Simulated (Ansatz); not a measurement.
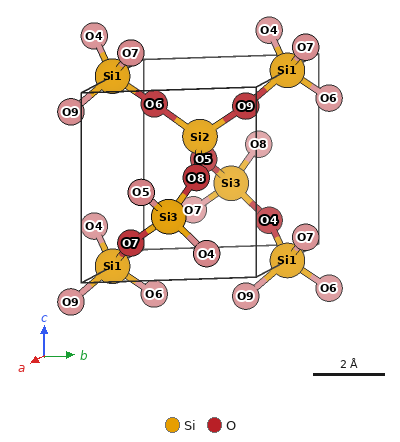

**Figure 1.** The structure of the first run (ball-and-stick view of the cell of the calculation, seen slightly off an axis; neighbours outside the cell are drawn fainter; atoms are numbered from 1 in the order of the input). An atom can appear more than once, as a periodic image. Near neighbours in the periodic cell (some may lie outside the picture): Si has 4 O at 1.61 Å; O has 2 Si at 1.61 Å.

**What a change does: geometry relaxation on SiO₂**

System: SiO₂ (9 atoms in the cell).
Method of the first run: Kohn-Sham DFT of a periodic cell, PBE, all-electron LAPW, scalar-relativistic, no spin polarisation (Ansatz 0.2.0).

The structure derives from a Materials Project entry. Text and figures count atoms from 1; the logs count them from 0 in places.

Input file, the first run:
```yaml
crystal:
  lattice:
    - [5.0605222284, 0.0, 0.0]
    - [-2.5302611142, 4.3825408062, 0.0]
    - [0.0, 0.0, 5.54135331]
  atoms:
    - { symbol: Si, position: [0.5, 0.0, 0.0] }
    - { symbol: Si, position: [0.5, 0.5, 0.6666666667] }
    - { symbol: Si, position: [0.0, 0.5, 0.3333333333] }
    - { symbol: O, position: [0.20860537, 0.79139463, 0.1666666667] }
    - { symbol: O, position: [0.20860537, 0.41721074, 0.5] }
    - { symbol: O, position: [0.41721074, 0.20860537, 0.8333333333] }
    - { symbol: O, position: [0.79139463, 0.20860537, 0.1666666667] }
    - { symbol: O, position: [0.79139463, 0.58278926, 0.5] }
    - { symbol: O, position: [0.58278926, 0.79139463, 0.8333333333] }
kpoints:
  mp_grid: { grid: [5, 5, 4] }
scf:
  occupations: { method: fermi_dirac, width: 0.05 }
hamiltonian:
  xc: pbe
  pseudopotentials: { kind: all_electron, lapw: { basis_error: 0.002 } }
output:
  forces: true
  stress: true
relax:
  f_tol: 0.02
  max_steps: 60
  cell: {}
```

Launched with:
```bash
ansatz run input.yaml --threads 8 --pin off --max-ram 24576MiB --backend cpu --events-out ev --progress --plain --runs-dir out
```

Hardware: 8 threads of Intel Xeon @ 2.50GHz (Skylake/Cascade Lake), 189 GiB of memory available, shared host.

Output, shortened to warnings, some set-up lines, iterations and results (the first run):
```
Basis set: ecut = 548.2728213284315 eV, 3621 PW (Γ), exchange–correlation at level 2
Symmetry: 12 space group operations
k-points: 15 of 100
Initial density: superposition of atomic densities (chi_scale 0.1, normalization cell, long waves kept (reshape's long-wave potential 0.07 eV rms))
[...]
SCF iter   1: F=—  HF=-35987.014192 eV  |F-HF|=—  |Δ(HF+E_count)|=         —  Δρ=1.42e-1  dr2=2.31e1  ethr=2.76e-2  ⟨swp⟩=2.1  Hψ=5463  notcnv=0
SCF iter   2: F=—  HF=-35977.313638 eV  |F-HF|=—  |Δ(HF+E_count)|=    9.70e0  Δρ=3.21e-2  dr2=7.25e-1  ethr=8.63e-4  ⟨swp⟩=2.1  Hψ=4058  notcnv=0
SCF iter   3: F=—  HF=-35977.167672 eV  |F-HF|=—  |Δ(HF+E_count)|=         —  Δρ=2.21e-2  dr2=5.75e-1  ethr=8.63e-4  ⟨swp⟩=3.0  Hψ=2225  notcnv=0
SCF iter   4: F=—  HF=-35977.159117 eV  |F-HF|=—  |Δ(HF+E_count)|=   8.55e-3  Δρ=4.42e-3  dr2=2.05e-2  ethr=6.84e-4  ⟨swp⟩=3.0  Hψ=2334  notcnv=0
SCF iter   5: F=—  HF=-35977.168276 eV  |F-HF|=—  |Δ(HF+E_count)|=   9.16e-3  Δρ=7.22e-4  dr2=9.51e-4  ethr=2.44e-5  ⟨swp⟩=3.0  Hψ=2325  notcnv=0
[... 27 lines ...]
relax step   4: F+E_penalty+E_count = -35977.22103377 eV  Δ(F+E_penalty+E_count) = -6.082e-4 eV  max|allowed force component| = 1.347e-4 eV/Å  Δτ_max = 0.0048 Å  P = -0.002 …
SCF iter   1: F=—  HF=-35977.221025 eV  |F-HF|=—  |Δ(HF+E_count)|=         —  Δρ=5.90e-6  dr2=5.70e-8  ethr=6.79e-11  ⟨swp⟩=9.7  Hψ=4636  notcnv=0  reapply=5
SCF iter   2: F=-35977.221023 eV  HF=-35977.221023 eV  |F-HF|=2.71e-8  |Δ(HF+E_count)|=   2.25e-6  Δρ=3.80e-6  dr2=2.76e-8  ethr=6.78e-11  ⟨swp⟩=3.0  Hψ=1970  notcnv=0
SCF 5 converged in 2 iterations: F = -35977.221023 eV  dr2 = 2.76e-8
relax step   5: F+E_penalty+E_count = -35977.22102274 eV  Δ(F+E_penalty+E_count) = +1.103e-5 eV  max|allowed force component| = 2.586e-4 eV/Å  Δτ_max = 0.0000 Å  P = -0.002 …
basis re-selected at this cell: Δ(F+E_penalty+E_count) = +1.103e-5 eV, ΔP = -0.000 GPa vs the last step (what re-selecting the basis moved, after the strain that the cell walked since its last selection, with what the two solves' SCF thresholds leave and, on support functions, any second-order …
SCF converged after 2 iterations
Free energy (F): -35977.221023 eV
Harris-Foulkes:  -35977.221023 eV  (|F-HF|=2.71e-8)
Internal energy: -35977.221023 eV  (E = F + TS)
E sigma→0 (E₀):  -35977.221023 eV
Fermi energy:    5.107091 eV
--- Per-component energies (eV) ---
  E_band       = -8570.467431
  E_kinetic    = 36022.407602
  E_xc         = -3113.660761
  E_electrostatic = -68885.967864  (all electrons and nuclei)
  E_smearing   = -0.000000  (= −TS)
  E_closure    = 0.000000  (closes the sum)
  E_atoms      = -35905.991669  (free atoms, spherical and without spin; not in F)
  Σ components = -35977.221023   (vs F -35977.221023, Δ=0.00e0)
  Basis errors (estimates in eV, not in F): energy 1.1e-3 per atom: plane waves 9.7e-4 (6.2e-4 summed), levels above the bands 5.5e-73, relativity 1.2e-7, radial functions 8.6e-5, core shells 2.2e-10; eigenvalues (radial functions only) 1.1e-5; not estimated: angular momenta, meshes, grids; target …
--- Forces (eV/Å), atoms counted from 1 ---
  atom   1  Si    -0.00000000    -0.00000000     0.00000000
  atom   2  Si    -0.00000000     0.00000000     0.00000000
  atom   3  Si     0.00000000    -0.00000000    -0.00000000
  atom   4  O      0.00022399    -0.00012932    -0.00000000
  atom   5  O     -0.00000000     0.00025864    -0.00000000
  atom   6  O      0.00022399     0.00012932     0.00000000
  atom   7  O     -0.00022399     0.00012932     0.00000000
  atom   8  O     -0.00000000    -0.00025864     0.00000000
  atom   9  O     -0.00022399    -0.00012932    -0.00000000
  max |Σ_I F_I| component: 1.12e-17 eV/Å
--- Stress (GPa, compression-positive) ---
       -0.008727      -0.000000       0.000000
        0.000000      -0.008727      -0.000000
        0.000000      -0.000000       0.011382
  P = ⅓ Tr σ = -0.0020 GPa (-0.020 kbar)
--- Relaxed structure (4 steps of the walk, 4 accepted, 1 SCFs on fresh bases) ---
  F+E_penalty+E_count = -35977.22102274 eV   max|allowed force component| = 2.586e-4 eV/Å   (the final SCF, on the basis selected at the relaxed cell)
  cell:  # Å, volume = 126.0613 Å³
[...]
```

The second run used a changed input.

The two runs side by side:

| quantity | the first run | the second run |
| --- | --- | --- |
| outcome | converged | converged |
| free energy per atom (eV) | −3997.4690 | −3980.4001 |
| pressure (GPa) | 0.00 | 0.00 |
| volume per atom (Å³) | 14.01 | 13.50 |
| largest force (eV/Å) | 0.000 | 0.000 |
| SCF iterations | 27 | 29 |
| irreducible k-points | 15 | 15 |
| wall time (shared host) | 97 s | 1.8 min |

What was changed in the input?

The change (lines with − go, lines with + come):
```diff
-  xc: pbe
+  xc: lda
```

The total energies belong to different methods, so their difference says nothing on which is more stable or more accurate. The volume per atom goes from 14.01 to 13.50 Å³. The functional changes from PBE to LDA. The SCF takes 29 iterations over all geometry steps against 27.

Output, shortened to warnings, some set-up lines, iterations and results (the second run):
```
Basis set: ecut = 548.853043318151 eV, 3621 PW (Γ), exchange–correlation at level 2
Symmetry: 12 space group operations
k-points: 15 of 100
Initial density: superposition of atomic densities (chi_scale 0.1, normalization cell, long waves kept (reshape's long-wave potential 0.07 eV rms))
[...]
SCF iter   1: F=—  HF=-35833.773657 eV  |F-HF|=—  |Δ(HF+E_count)|=         —  Δρ=1.41e-1  dr2=2.28e1  ethr=2.71e-2  ⟨swp⟩=2.1  Hψ=5463  notcnv=0
SCF iter   2: F=—  HF=-35824.128805 eV  |F-HF|=—  |Δ(HF+E_count)|=    9.64e0  Δρ=3.21e-2  dr2=6.42e-1  ethr=7.62e-4  ⟨swp⟩=2.2  Hψ=4064  notcnv=0
SCF iter   3: F=—  HF=-35823.743828 eV  |F-HF|=—  |Δ(HF+E_count)|=         —  Δρ=2.19e-2  dr2=5.57e-1  ethr=7.62e-4  ⟨swp⟩=3.0  Hψ=2285  notcnv=0
SCF iter   4: F=—  HF=-35823.596384 eV  |F-HF|=—  |Δ(HF+E_count)|=   1.47e-1  Δρ=3.60e-3  dr2=1.23e-2  ethr=6.63e-4  ⟨swp⟩=3.0  Hψ=2369  notcnv=0
SCF iter   5: F=—  HF=-35823.594505 eV  |F-HF|=—  |Δ(HF+E_count)|=   1.88e-3  Δρ=5.90e-4  dr2=6.77e-4  ethr=1.46e-5  ⟨swp⟩=3.0  Hψ=2021  notcnv=0
[... 31 lines ...]
relax step   5: F+E_penalty+E_count = -35823.60108468 eV  Δ(F+E_penalty+E_count) = -1.738e-4 eV  max|allowed force component| = 1.538e-4 eV/Å  Δτ_max = 0.0027 Å  P = -0.002 …
SCF iter   1: F=—  HF=-35823.601109 eV  |F-HF|=—  |Δ(HF+E_count)|=         —  Δρ=3.29e-6  dr2=1.69e-8  ethr=2.01e-11  ⟨swp⟩=10.3  Hψ=5319  notcnv=0  reapply=10
SCF iter   2: F=-35823.601108 eV  HF=-35823.601108 eV  |F-HF|=1.98e-9  |Δ(HF+E_count)|=   9.57e-8  Δρ=2.09e-6  dr2=8.15e-9  ethr=2.01e-11  ⟨swp⟩=2.0  Hψ=1920  notcnv=0
SCF 6 converged in 2 iterations: F = -35823.601108 eV  dr2 = 8.15e-9
relax step   6: F+E_penalty+E_count = -35823.60110845 eV  Δ(F+E_penalty+E_count) = -2.377e-5 eV  max|allowed force component| = 2.078e-4 eV/Å  Δτ_max = 0.0000 Å  P = -0.002 …
basis re-selected at this cell: Δ(F+E_penalty+E_count) = -2.377e-5 eV, ΔP = +0.000 GPa vs the last step (what re-selecting the basis moved, after the strain that the cell walked since its last selection, with what the two solves' SCF thresholds leave and, on support functions, any second-order …
SCF converged after 2 iterations
Free energy (F): -35823.601108 eV
Harris-Foulkes:  -35823.601108 eV  (|F-HF|=1.98e-9)
Internal energy: -35823.601108 eV  (E = F + TS)
E sigma→0 (E₀):  -35823.601108 eV
Fermi energy:    5.076006 eV
--- Per-component energies (eV) ---
  E_band       = -8508.146441
  E_kinetic    = 35823.792778
  E_xc         = -2954.354087
  E_electrostatic = -68693.039800  (all electrons and nuclei)
  E_smearing   = -0.000000  (= −TS)
  E_closure    = 0.000000  (closes the sum)
  E_atoms      = -35745.478158  (free atoms, spherical and without spin; not in F)
  Σ components = -35823.601108   (vs F -35823.601108, Δ=0.00e0)
  Basis errors (estimates in eV, not in F): energy 1.1e-3 per atom: plane waves 9.9e-4 (6.4e-4 summed), levels above the bands 4.0e-72, relativity 2.3e-8, radial functions 7.8e-5, core shells 3.5e-10; eigenvalues (radial functions only) 1.0e-5; not estimated: angular momenta, meshes, grids; target …
--- Forces (eV/Å), atoms counted from 1 ---
  atom   1  Si     0.00000000    -0.00000000     0.00000000
  atom   2  Si     0.00000000    -0.00000000     0.00000000
  atom   3  Si    -0.00000000     0.00000000    -0.00000000
  atom   4  O      0.00017997    -0.00010390     0.00000000
  atom   5  O      0.00000000     0.00020781     0.00000000
  atom   6  O      0.00017997     0.00010390     0.00000000
  atom   7  O     -0.00017997     0.00010390    -0.00000000
  atom   8  O      0.00000000    -0.00020781    -0.00000000
  atom   9  O     -0.00017997    -0.00010390    -0.00000000
  max |Σ_I F_I| component: 3.41e-17 eV/Å
--- Stress (GPa, compression-positive) ---
       -0.004678       0.000000      -0.000000
        0.000000      -0.004678       0.000000
       -0.000000       0.000000       0.003331
  P = ⅓ Tr σ = -0.0020 GPa (-0.020 kbar)
--- Relaxed structure (5 steps of the walk, 5 accepted, 1 SCFs on fresh bases) ---
  F+E_penalty+E_count = -35823.60110845 eV   max|allowed force component| = 2.078e-4 eV/Å   (the final SCF, on the basis selected at the relaxed cell)
  cell:  # Å, volume = 121.5443 Å³
[...]
```

For both runs: Points of doubt noted for this run: coarse mesh for a metal.
